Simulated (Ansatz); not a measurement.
# MoS2 (P6_3/mmc): one cell, many starting occupations, part 2 of 2

DFT+U has many self-consistent solutions. How far apart do the states of MoS2 (P6_3/mmc) lie when only the starting occupations change? Cell and atoms stay fixed.

Ansatz 0.2.0; DFT LDA+U (U_eff = 2 eV on Mo d), plane waves, PAW. Earlier steps stand in the parts before.

### 6 Random orbitals: drawn by pairs, first filling

input.yaml reads:

```yaml
crystal:
  lattice:
    - [3.16100152, 0.0, 0.0]
    - [-1.58050076, 2.73750762, 0.0]
    - [0.0, 0.0, 12.2949997]
  atoms:
    - { symbol: Mo, position: [0.3333333333, 0.6666666667, 0.25], spin: 2.0 }
    - { symbol: Mo, position: [0.6666666667, 0.3333333333, 0.75], spin: -2.0 }
    - { symbol: S, position: [0.3333333333, 0.6666666667, 0.6275] }
    - { symbol: S, position: [0.6666666667, 0.3333333333, 0.1275] }
    - { symbol: S, position: [0.3333333333, 0.6666666667, 0.8725] }
    - { symbol: S, position: [0.6666666667, 0.3333333333, 0.3725] }
basis:
  ecutwfc: 420
  ecutrho_ratio: 4
kpoints:
  mp_grid: { grid: [7, 7, 2] }
hamiltonian:
  xc: lda
  hubbard:
    sites:
      - { site: 0, l: d, u_eff: 2.0, starting_ns: [{ spin: up, occupation_matrix: s0up }, { spin: down, occupation_matrix: s0down }] }
      - { site: 1, l: d, u_eff: 2.0, starting_ns: [{ spin: up, occupation_matrix: s1up }, { spin: down, occupation_matrix: s1down }] }
    occupation_matrices:
      s0up:
        matrix:
          - [0.25587, -0.41042, 0.0, 0.0, 0.0]
          - [-0.41042, 0.73413, 0.0, 0.0, 0.0]
          - [0.0, 0.0, 0.73413, 0.0, 0.41042]
          - [0.0, 0.0, 0.0, 0.02, 0.0]
          - [0.0, 0.0, 0.41042, 0.0, 0.25587]
      s0down:
        matrix:
          - [0.02, 0.0, 0.0, 0.0, 0.0]
          - [0.0, 0.02, 0.0, 0.0, 0.0]
          - [0.0, 0.0, 0.02, 0.0, 0.0]
          - [0.0, 0.0, 0.0, 0.02, 0.0]
          - [0.0, 0.0, 0.0, 0.0, 0.02]
      s1up:
        matrix:
          - [0.02, 0.0, 0.0, 0.0, 0.0]
          - [0.0, 0.02, 0.0, 0.0, 0.0]
          - [0.0, 0.0, 0.02, 0.0, 0.0]
          - [0.0, 0.0, 0.0, 0.02, 0.0]
          - [0.0, 0.0, 0.0, 0.0, 0.02]
      s1down:
        matrix:
          - [0.25587, -0.41042, 0.0, 0.0, 0.0]
          - [-0.41042, 0.73413, 0.0, 0.0, 0.0]
          - [0.0, 0.0, 0.73413, 0.0, 0.41042]
          - [0.0, 0.0, 0.0, 0.02, 0.0]
          - [0.0, 0.0, 0.41042, 0.0, 0.25587]
    ns_hold: { iters: 5 }
scf:
  occupations: { method: gaussian, width: 0.05 }
  lower_state_search: "off"
  max_iter: 150
output:
  forces: true
  stress: true
  eigenvalues: true
  populations: true
  hubbard: { sites: [{ site: 0, l: d }, { site: 1, l: d }] }
magnetization:
  spin_polarized: true
```

The typed matrices are held for 5 cycles.

The run is started by

```bash
> ansatz run input.yaml --threads 4 --pin off --max-ram 6144MiB --backend cpu --events-out ev --progress --plain --runs-dir out
```

The log of the run (excerpt; [...] marks lines left out):

```text
Warning: crystal.symmetry: narrowed to the stabiliser of the occupation matrices — unitary ops 12 → 2, anti-unitary 12 → 2; lowered by the specified shells (site 0, l: d), (site 1, l: d); largest admitted image defect 2.2e-16, smallest excluded 5.1e-1 — at a splitting's scale: the group [...]
Warning: RAYON_NUM_THREADS=4 ignored (pool sized by the plan → 4); use --threads N
Mo: projections on atomic orbitals take those of the free atom [Ar 3d10] 4s2 4p6 4d5 5s1, of charge +0.00 (hamiltonian.pseudopotentials.projection_atoms); the dataset's partial waves leave at most 6.0e-6 of an orbital's norm unspanned inside its sphere
S: projections on atomic orbitals take those of the free atom [Ne] 3s2 3p4, of charge +0.00 (hamiltonian.pseudopotentials.projection_atoms); the dataset's partial waves leave at most 1.6e-7 of an orbital's norm unspanned inside its sphere
[...]
WARN: the starting moments were not kept: the SCF closed with an absolute magnetisation of 6.8e-6 μB, where they sum to 4 μB in size (2 sites). That is at most 0.1 of that sum. Measured as dr2_m measures the in/out step, that magnetisation stands 7.2e-12 eV from none, at or under the [...]
WARN: hamiltonian.hubbard: on 4 of 4 specified blocks the occupation matrix of this SCF's result fails the test of the specified filling. At site 0 ↑ (sites count from 0 in the list of atoms of the cell that this SCF solves) the least filled combination of the orbitals specified full has [...]
  specified occupation → Mo0 d_4D up: matrix, ‖Δ‖_F = 1.1241, Tr Δ = -0.6187, displaced = 1.2547, d_λ = 1.0064; orbital distance = 1.6599
  specified occupation → Mo0 d_4D dn: matrix, ‖Δ‖_F = 1.1307, Tr Δ = -2.5187, displaced = 1.2594, d_λ = 1.1307; orbital distance = 0.0000
  Mo1 d_4D: site group D3h (-6m2)
  Mo1 d_4D up     Tr n = 2.6187  λ = 0.477 0.477 0.535 0.535 0.595  [2× xz 0.50 E''(1.00) | 2× x2-y2 0.50 E'(1.00) | z2 1.00 A1'(1.00)]
  Mo1 d_4D dn     Tr n = 2.6187  λ = 0.477 0.477 0.535 0.535 0.595  [2× xz 0.50 E''(1.00) | 2× x2-y2 0.50 E'(1.00) | z2 1.00 A1'(1.00)]
  specified occupation → Mo1 d_4D up: matrix, ‖Δ‖_F = 1.1307, Tr Δ = -2.5187, displaced = 1.2594, d_λ = 1.1307; orbital distance = 0.0000
  specified occupation → Mo1 d_4D dn: matrix, ‖Δ‖_F = 1.1241, Tr Δ = -0.6187, displaced = 1.2547, d_λ = 1.0064; orbital distance = 1.6599
  Tr n, λ and their labels are of the run-group-symmetrised matrices; stabiliser: 48 of 48 elements of G0×{1,Θ} (closed), max defect 8.0e-6 at τ = 2.8e-4
```

Wall time 8.7 s (4 threads of Intel Xeon Platinum 8488C (Sapphire Rapids), shared host); peak memory 0.59 GiB.

End state: a gap on the mesh of 0.92 eV, pressure 1.0 GPa, no moment over 0.05 μB in any sphere, largest force component 0.74 eV/Å, 2 symmetry operations imposed. The program reports that the typed filling wasn't kept.

How the shells are filled (orbitals counted by the eigenvalues of the occupation matrices):

| shell | channel | electrons | over 0.8 | 0.2 to 0.8 | under 0.2 |
| --- | --- | --- | --- | --- | --- |
| Mo 4d (atom 1) | up | 2.62 | 0 | 5 | 0 |
| Mo 4d (atom 1) | down | 2.62 | 0 | 5 | 0 |

### 7 From atoms, default search

input.yaml reads:

```yaml
crystal:
  lattice:
    - [3.16100152, 0.0, 0.0]
    - [-1.58050076, 2.73750762, 0.0]
    - [0.0, 0.0, 12.2949997]
  atoms:
    - { symbol: Mo, position: [0.3333333333, 0.6666666667, 0.25], spin: 2.0 }
    - { symbol: Mo, position: [0.6666666667, 0.3333333333, 0.75], spin: -2.0 }
    - { symbol: S, position: [0.3333333333, 0.6666666667, 0.6275] }
    - { symbol: S, position: [0.6666666667, 0.3333333333, 0.1275] }
    - { symbol: S, position: [0.3333333333, 0.6666666667, 0.8725] }
    - { symbol: S, position: [0.6666666667, 0.3333333333, 0.3725] }
basis:
  ecutwfc: 420
  ecutrho_ratio: 4
kpoints:
  mp_grid: { grid: [7, 7, 2] }
hamiltonian:
  xc: lda
  hubbard:
    sites: [{ site: 0, l: d, u_eff: 2.0 }, { site: 1, l: d, u_eff: 2.0 }]
scf:
  occupations: { method: gaussian, width: 0.05 }
output:
  forces: true
  stress: true
  eigenvalues: true
  populations: true
  hubbard: { sites: [{ site: 0, l: d }, { site: 1, l: d }] }
  write_density: true
  write_potential: true
  elf: true
  volumetric_format: npy
magnetization:
  spin_polarized: true
```

The run is started by

```bash
> ansatz run input.yaml --threads 4 --pin off --max-ram 6144MiB --backend cpu --events-out ev --progress --plain --runs-dir out
```

The log of the run:

```text
Warning: RAYON_NUM_THREADS=4 ignored (pool sized by the plan → 4); use --threads N
Mo: projections on atomic orbitals take those of the free atom [Ar 3d10] 4s2 4p6 4d5 5s1, of charge +0.00 (hamiltonian.pseudopotentials.projection_atoms); the dataset's partial waves leave at most 6.0e-6 of an orbital's norm unspanned inside its sphere
S: projections on atomic orbitals take those of the free atom [Ne] 3s2 3p4, of charge +0.00 (hamiltonian.pseudopotentials.projection_atoms); the dataset's partial waves leave at most 1.6e-7 of an orbital's norm unspanned inside its sphere
Engine: ansatz 0.2.0, x86_64-unknown-linux-gnu
[... 4 set-up lines as earlier in the session ...]
  exchange = slater_x
  correlation = pw_c
Crystal: 6 atoms, lattice volume = 106.392 Å³
Basis set: ecut = 420 eV, 2057 PW (Γ)
Bands: 34, of which v1, the nominal top of the filled ones, is band 26 counted from 1 (25 counted from 0)
Symmetry: 12 space group operations
Space group: P-6m2 (ITA 187), of the structure as read, at distance tolerance 4.7e-5 Å
Magnetic group: BNS 194.267 (UNI 1497), of the structure as read, at distance tolerance 4.7e-5 Å
k-points: 16 of 98 (time reversal used)
Non-local potential: Mo, projectors of the file, l = 0: 3, l = 1: 2, l = 2: 2, l = 3: 1
Non-local potential: S, projectors of the file, l = 0: 2, l = 1: 2, l = 2: 2
PAW form: soft (Blöchl's): semilocal exchange-correlation on the pseudo side does not see the compensation charge
PAW frozen core: Mo, regenerated for the run's functional, and the local potential with it (the file was generated under x = pbe(κ = 0.804, μ = 0.2195149727645171), c = pbe(β = 0.06672455060314922))
PAW frozen core: S, regenerated for the run's functional, and the local potential with it (the file was generated under x = pbe(κ = 0.804, μ = 0.2195149727645171), c = pbe(β = 0.06672455060314922))
PAW one-centre angular grid: Mo, 590 points (default); XC on 64 Gauss nodes
PAW one-centre angular grid: S, 110 points (default); XC on 64 Gauss nodes
Initial density: superposition of atomic densities (chi_scale 0.1, normalization cell)
Starting moments: Σ|m| = 4 μB on 2 of 6 sites
Starting magnetic order: antiferromagnet; an inversion exchanges its spin sublattices: spin-degenerate at every k-point
Initial wavefunctions: pseudopotential atomic-orbital guess
Functional: x = slater, c = lda
SCF iter   1: F=—  HF=-13165.965520 eV  |F-HF|=—  |Δ(HF+E_count)|=         —  Δρ=6.79e-2 (↑6.79e-2 ↓6.79e-2)  dr2=1.12e1  dr2_m=2.70e0  M=0.000 μB ∫|m|=1.303 μB  β_m=0.30  ethr=3.10e-3  ⟨swp⟩=7.2  Hψ=5035  notcnv=0
preconditioner: auto → Resta (q_TF=auto, 2.421 Å⁻¹)  ε∞=6.6  [insulator: Δε(μ)=0.238 eV  Ē_g=9.148 eV  σ=0.050 eV  W_gap=1.00  n_scr=26 (ndim 8)  ℏωp=21.6 eV  f_vac=0.004  D(μ)=0.01/eV (n_scr^D=0)  ε∞_Penn≈6.6]
spin=Collinear: Resta preconditioning applied to the charge; magnetization (m = ρ↑ − ρ↓) channel mixes plain (no charge-response kernel on spin).
SCF iter   2: F=—  HF=-13164.467305 eV  |F-HF|=—  |Δ(HF+E_count)|=    1.50e0  Δρ=4.30e-2 (↑4.30e-2 ↓4.30e-2)  dr2=2.00e0  dr2_m=1.37e0  M=-0.000 μB ∫|m|=1.193 μB  β_m=0.30  ethr=3.10e-3  ⟨swp⟩=3.0  Hψ=2344  notcnv=0  defer=42
SCF iter   3: F=—  HF=-13164.365931 eV  |F-HF|=—  |Δ(HF+E_count)|=   1.01e-1  Δρ=2.88e-2 (↑2.88e-2 ↓2.88e-2)  dr2=5.87e-1  dr2_m=7.17e-1  M=-0.000 μB ∫|m|=1.036 μB  β_m=0.30  ethr=3.10e-3  ⟨swp⟩=2.2  Hψ=1870  notcnv=0  defer=60
SCF iter   4: F=—  HF=-13164.467031 eV  |F-HF|=—  |Δ(HF+E_count)|=   1.01e-1  Δρ=2.11e-2 (↑2.11e-2 ↓2.11e-2)  dr2=1.81e-1  dr2_m=4.10e-1  M=0.000 μB ∫|m|=0.819 μB  β_m=0.30  ethr=1.13e-3  ⟨swp⟩=2.9  Hψ=1780  notcnv=0  defer=66
SCF iter   5: F=—  HF=-13164.558191 eV  |F-HF|=—  |Δ(HF+E_count)|=   9.12e-2  Δρ=1.54e-2 (↑1.54e-2 ↓1.54e-2)  dr2=1.80e-2  dr2_m=2.28e-1  M=0.000 μB ∫|m|=0.681 μB  β_m=0.30  ethr=3.48e-4  ⟨swp⟩=2.6  Hψ=1778  notcnv=0  defer=72
SCF iter   6: F=—  HF=-13164.627186 eV  |F-HF|=—  |Δ(HF+E_count)|=   6.90e-2  Δρ=1.18e-2 (↑1.18e-2 ↓1.18e-2)  dr2=6.36e-3  dr2_m=1.34e-1  M=0.000 μB ∫|m|=0.546 μB  β_m=0.30  ethr=3.46e-5  ⟨swp⟩=2.1  Hψ=1782  notcnv=0  defer=76
SCF iter   7: F=—  HF=-13164.668301 eV  |F-HF|=—  |Δ(HF+E_count)|=   4.11e-2  Δρ=8.96e-3 (↑8.96e-3 ↓8.96e-3)  dr2=1.15e-3  dr2_m=7.82e-2  M=0.000 μB ∫|m|=0.445 μB  β_m=0.30  ethr=1.22e-5  ⟨swp⟩=2.0  Hψ=1626  notcnv=0  defer=82
Mixer restart at iter 7: flushing history
spin-set hold released at iteration 7 (site moments contracting): the magnetisation degrees of freedom join the quasi-Newton model from the next iteration; the mixer history was flushed
SCF iter   8: F=—  HF=-13164.693667 eV  |F-HF|=—  |Δ(HF+E_count)|=   2.54e-2  Δρ=6.92e-3 (↑6.92e-3 ↓6.92e-3)  dr2=4.35e-4  dr2_m=4.66e-2  M=0.000 μB ∫|m|=0.360 μB  β_m=0.65  ethr=2.21e-6  ⟨swp⟩=2.0  Hψ=1530  notcnv=0  defer=82
SCF iter   9: F=—  HF=-13164.734495 eV  |F-HF|=—  |Δ(HF+E_count)|=   4.08e-2  Δρ=7.93e-4 (↑7.93e-4 ↓7.93e-4)  dr2=3.41e-4  dr2_m=5.80e-4  M=0.000 μB ∫|m|=0.052 μB  β_m=0.80  ethr=8.36e-7  ⟨swp⟩=3.0  Hψ=2530  notcnv=0  defer=82
SCF iter  10: F=—  HF=-13164.735230 eV  |F-HF|=—  |Δ(HF+E_count)|=   7.35e-4  Δρ=3.60e-4 (↑3.60e-4 ↓3.60e-4)  dr2=5.96e-4  dr2_m=6.48e-5  M=0.000 μB ∫|m|=0.018 μB  β_m=0.77  ethr=6.57e-7  ⟨swp⟩=2.0  Hψ=1932  notcnv=0  defer=82
SCF iter  11: F=—  HF=-13164.735229 eV  |F-HF|=—  |Δ(HF+E_count)|=   1.57e-6  Δρ=6.39e-5 (↑6.38e-5 ↓6.39e-5)  dr2=8.84e-6  dr2_m=3.07e-6  M=0.000 μB ∫|m|=0.004 μB  β_m=0.85  ethr=6.57e-7  ⟨swp⟩=2.2  Hψ=1582  notcnv=0  defer=82
SCF iter  12: F=—  HF=-13164.735232 eV  |F-HF|=—  |Δ(HF+E_count)|=   3.67e-6  Δρ=9.50e-6 (↑9.50e-6 ↓9.50e-6)  dr2=2.30e-7  dr2_m=5.91e-8  M=0.000 μB ∫|m|=0.000 μB  β_m=0.92  ethr=1.70e-8  ⟨swp⟩=2.0  Hψ=1552  notcnv=0  defer=88
iter 13 did not close the SCF: its close was put off for a magnetic moment that had not settled (scf_convergence_deferred on its scf_iter line)
SCF iter  13: F=-13164.735233 eV  HF=-13164.735233 eV  |F-HF|=2.77e-9  |Δ(HF+E_count)|=   1.23e-7  Δρ=1.54e-6 (↑1.54e-6 ↓1.54e-6)  dr2=3.75e-9  dr2_m=1.64e-9  M=0.000 μB ∫|m|=0.000 μB  β_m=0.96  ethr=1.92e-10  ⟨swp⟩=15.0  Hψ=7598  notcnv=0
SCF iter  14: F=-13164.735233 eV  HF=-13164.735233 eV  |F-HF|=2.69e-10  |Δ(HF+E_count)|=   4.67e-9  Δρ=3.19e-7 (↑3.19e-7 ↓3.16e-7)  dr2=4.97e-10  dr2_m=2.40e-11  M=0.000 μB ∫|m|=0.000 μB  ethr=7.21e-12  ⟨swp⟩=5.0  Hψ=5777  notcnv=0
SCF 1 converged in 14 iterations: F = -13164.735233 eV  dr2 = 4.97e-10
WARN: the starting moments were not kept: the SCF closed with an absolute magnetisation of 5.7e-6 μB, where they sum to 4 μB in size (2 sites). That is at most 0.1 of that sum. Measured as dr2_m measures the in/out step, that magnetisation stands 4.7e-12 eV from none, at or under the dr2_threshold of 1.0e-7 eV: it is no larger than a step whose dr2_m would equal this threshold. The system may hold no moment; this SCF shows only that its start led to no more than that. To try another start: raise the starting moments (crystal.atoms[].spin, magnetization.per_species, magnetization.initial_magnetization, or on a non-collinear deck that types none of these the spinor_matrix: blocks that start its atoms; where the total moment is fixed, keep their sum and leave initial_magnetization as it is; typed ones take the place of any that the run laid by itself, positive ones on a crystal's lanthanoids without a Hubbard term where scf.initial_density.shell_occupations: [] is typed) or, if the notice of its spin-set hold's release reads "site moments contracting" or "site moments show no strong build", lengthen the hold (scf.mixing.spin_hold: { on: { confirm: 4 } }; for m-r²SCAN on two components see the key's manual first). Each may lead to a state that holds a moment. A second SCF, from the converged charge density, with the starting moments and any scf.initial_density.shell_occupations laid on it anew, would have followed, and was not run: the deck does not ask for one (magnetization.retry_lost_moments is false, the default). To let it run, set magnetization.retry_lost_moments: true and run the deck again, where that key's refused combinations let it; where memory then withholds it, that run's warning says so.
SCF converged after 14 iterations
Magnetization: 0.0000 μB (26.0000 up, 26.0000 down)
Absolute magnetization: 0.0000 μB (∫|ρ↑−ρ↓|, with the PAW one-centre terms)
Spin contamination: 0.0000 ħ² per cell (⟨S²⟩ above its minimum at these occupations)
Per-site moments (μB) at R_I (Å): [(2.241547211093868e-7, 0.9760741621119455), (-2.225545808797814e-7, 0.9760741621119459), (3.733413730792757e-8, 0.9760741621119459), (-3.80719977430366e-8, 0.9760741621119455), (3.733413744986428e-8, 0.9760741621119459), (-3.807199786275301e-8, 0.9760741621119455)]
Free energy (F): -13164.735233 eV
Harris-Foulkes:  -13164.735233 eV  (|F-HF|=2.69e-10)
Internal energy: -13164.735233 eV  (E = F + TS)
E sigma→0 (E₀):  -13164.735233 eV
Fermi energy:    11.311178 eV
--- Per-component energies (eV) ---
  E_band       = -322.298548
  E_kinetic    = 1320.645992
  E_local      = -4096.560016  (includes V_loc(G=0)·N_el)
  E_nonlocal   = 413.064958
  E_hartree    = 1585.683310
  E_xc         = -753.978472
  E_vxc        = -813.589078  (∫ρ·V_xc dr)
  E_hubbard    = 4.949924  (on-site DFT+U / exact-exchange correction)
  E_vhub       = -0.575078  (the Hubbard potential's part of the band-sum identity)
  E_paw        = -8453.988089  (= ΣΔE_a)
  E_vpaw       = -316.650404  (= ΣTr[D̂ρ^β])
  E_aug_tail   = 0.000033  (compensation charges beyond the density's cutoff)
  E_ewald      = -3186.111296
  E_core_change = 1.558423  (= ΣΔE_core)
  E_smearing   = -0.000000  (= −TS)
  E_closure    = -0.000000  (closes the sum)
  Σ components = -13164.735233   (vs F -13164.735233, Δ=0.00e0)
--- Forces (eV/Å), atoms counted from 1 ---
  atom   1  Mo     0.00000000    -0.00000000     0.00000000
  atom   2  Mo     0.00000000     0.00000000     0.00000000
  atom   3  S      0.00000000     0.00000000    -0.73898431
  atom   4  S      0.00000000    -0.00000000    -0.73898456
  atom   5  S      0.00000000     0.00000000     0.73898431
  atom   6  S      0.00000000    -0.00000000     0.73898456
  max |Σ_I F_I| component: 3.24e-17 eV/Å
--- Stress (GPa, compression-positive) ---
       -1.307399      -0.000000       0.000000
        0.000000      -1.307399       0.000000
        0.000000       0.000000       5.558355
  P = ⅓ Tr σ = 0.9812 GPa (9.812 kbar)
--- Band table (eV; the first three rows and the last of 32) ---
  k-point 0 ↑: bands = ["-50.5684", "-50.5683", "-24.7995", "-24.7994", "-24.5833", "-24.5833", "-24.5833", "-24.5833", "-4.3442", "-4.1320", "-2.8861", "-2.5029", "3.6736", "4.5895", "7.0804", "7.0804", "7.0895", "7.0895", "7.4169", "8.3631", "8.3631", "8.3994", "8.3994", "9.6387", "9.6481", "10.8521", "12.9232", "12.9232", "12.9373", "12.9373", "13.2250", "13.2250", "13.3747", "13.3747"]
  k-point 1 ↑: bands = ["-50.5683", "-50.5683", "-24.7994", "-24.7994", "-24.5833", "-24.5833", "-24.5833", "-24.5833", "-4.2493", "-4.2493", "-2.6861", "-2.6861", "4.0749", "4.0749", "7.0849", "7.0849", "7.0849", "7.0849", "8.2659", "8.2659", "8.3812", "8.3812", "8.3812", "8.3812", "10.5711", "10.5711", "12.9267", "12.9267", "12.9267", "12.9267", "13.3030", "13.3030", "13.3030", "13.3030"]
  k-point 2 ↑: bands = ["-50.5601", "-50.5600", "-24.7831", "-24.7830", "-24.6650", "-24.6650", "-24.6017", "-24.6017", "-4.0320", "-3.8237", "-2.7573", "-2.4102", "4.0013", "4.8912", "6.5118", "6.5482", "6.7462", "7.4064", "7.4271", "7.5129", "7.9186", "7.9642", "8.6979", "9.6057", "9.7836", "10.2252", "12.5359", "12.6799", "12.8601", "12.8779", "13.0107", "13.0497", "13.4054", "13.4956"]
  k-point 15 ↓: bands = ["-50.5212", "-50.5212", "-24.9270", "-24.9270", "-24.8061", "-24.8061", "-24.7046", "-24.7046", "-2.1029", "-2.1029", "-1.8992", "-1.8992", "4.5405", "4.5405", "4.8712", "4.8712", "6.1642", "6.1642", "6.4496", "6.4496", "7.1387", "7.1387", "8.2505", "8.2505", "9.6638", "9.6638", "11.8262", "11.8262", "13.1847", "13.1847", "13.5864", "13.5864", "15.0612", "15.0612"]
Occupation matrices written to <dir>
--- Löwdin populations: 6 sites ---
  site symbol       q [e]    m [muB]
     0     Mo     13.7372     0.0000
     1     Mo     13.7372    -0.0000
     2      S      6.0272     0.0000
     3      S      6.0272    -0.0000
     4      S      6.0272     0.0000
     5      S      6.0272    -0.0000
  spilling = 0.008019 (of n_electrons = 52.000000)
--- Occupation matrices: 2 shells (run DFT+U table (all-electron-ortho-atomic); ε = 5.95e-4) ---
  Mo0 d_4D: site group D3h (-6m2)
  Mo0 d_4D up     Tr n = 2.6187  λ = 0.477 0.477 0.535 0.535 0.595  [2× xz 0.50 E''(1.00) | 2× x2-y2 0.50 E'(1.00) | z2 1.00 A1'(1.00)]
  Mo0 d_4D dn     Tr n = 2.6187  λ = 0.477 0.477 0.535 0.535 0.595  [2× xz 0.50 E''(1.00) | 2× x2-y2 0.50 E'(1.00) | z2 1.00 A1'(1.00)]
  Mo1 d_4D: site group D3h (-6m2)
  Mo1 d_4D up     Tr n = 2.6187  λ = 0.477 0.477 0.535 0.535 0.595  [2× xz 0.50 E''(1.00) | 2× x2-y2 0.50 E'(1.00) | z2 1.00 A1'(1.00)]
  Mo1 d_4D dn     Tr n = 2.6187  λ = 0.477 0.477 0.535 0.535 0.595  [2× xz 0.50 E''(1.00) | 2× x2-y2 0.50 E'(1.00) | z2 1.00 A1'(1.00)]
  Tr n, λ and their labels are of the run-group-symmetrised matrices; stabiliser: 48 of 48 elements of G0×{1,Θ} (closed), max defect 3.0e-6 at τ = 1.3e-4
```

Wall time 11 s (4 threads of Intel Xeon Platinum 8488C (Sapphire Rapids), shared host); peak memory 0.55 GiB.

It ends with a gap on the mesh of 0.92 eV, pressure 1.0 GPa, no moment over 0.05 μB in any sphere, largest force component 0.74 eV/Å, 12 symmetry operations imposed.

How the shells are filled (orbitals counted by the eigenvalues of the occupation matrices):

| shell | channel | electrons | over 0.8 | 0.2 to 0.8 | under 0.2 |
| --- | --- | --- | --- | --- | --- |
| Mo 4d (atom 1) | up | 2.62 | 0 | 5 | 0 |
| Mo 4d (atom 1) | down | 2.62 | 0 | 5 | 0 |

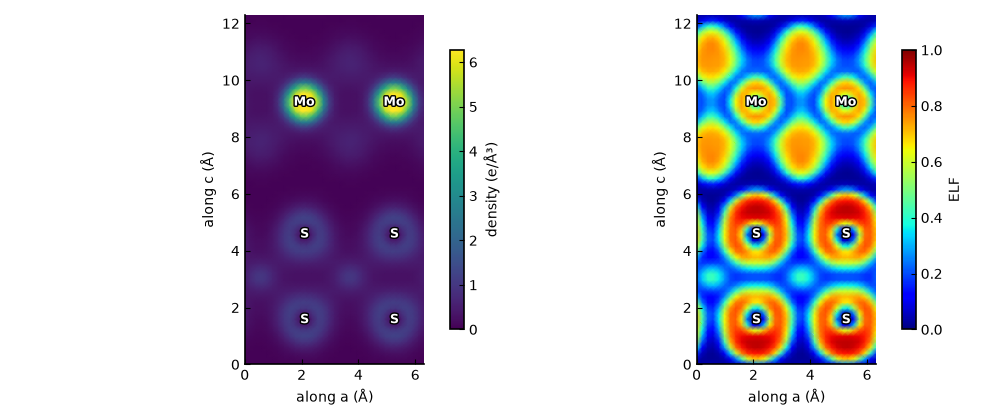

Density (left) and ELF (right) in a lattice plane of the grid's cell (edges 3.16 and 12.29 Å, at 0.333 of the third edge), which holds Mo and S. Only atoms in the plane are labelled. Both are smooth fields of the valence electrons: close to the nuclei they are not physical.

Outside the cores ELF peaks at 0.94 beside S, off the lines to its neighbours, 1.0 Å from S; 0.86 on the S–Mo line, 0.8 Å from S.

### 8 All runs side by side

What follows sums up all 2 parts.

Energies count from the lowest free state and have the smearing extrapolated to zero.

| start | energy (meV/atom) | gap (eV) | pressure (GPa) | largest moment (μB) | SCF cycles | time |
| --- | --- | --- | --- | --- | --- | --- |
| natural orbitals of the symmetric run, filled by rank | 0.0 | 0.92 | 1.0 | 0.00 | 21 | 14 s |
| random orbitals: fully mixed, first filling | 0.0 | 0.92 | 1.0 | 0.00 | 16 | 16 s |
| from atoms, default search | 0.0 | 0.92 | 1.0 | 0.00 | 14 | 11 s |
| from atoms, symmetry kept, no search | 0.0 | 0.92 | 1.0 | 0.00 | 14 | 6 s |
| random orbitals: single harmonics, first filling | 0.0 | 0.92 | 1.0 | 0.00 | 26 | 20 s |
| random orbitals: drawn by pairs, first filling | 0.0 | 0.92 | 1.0 | 0.00 | 16 | 8.7 s |

The 6 free runs end within about 1 meV/atom of each other. The run with the program's default settings reaches the lowest one found. The lowest state found need not be the ground state, and the geometry wasn't relaxed for any of them.
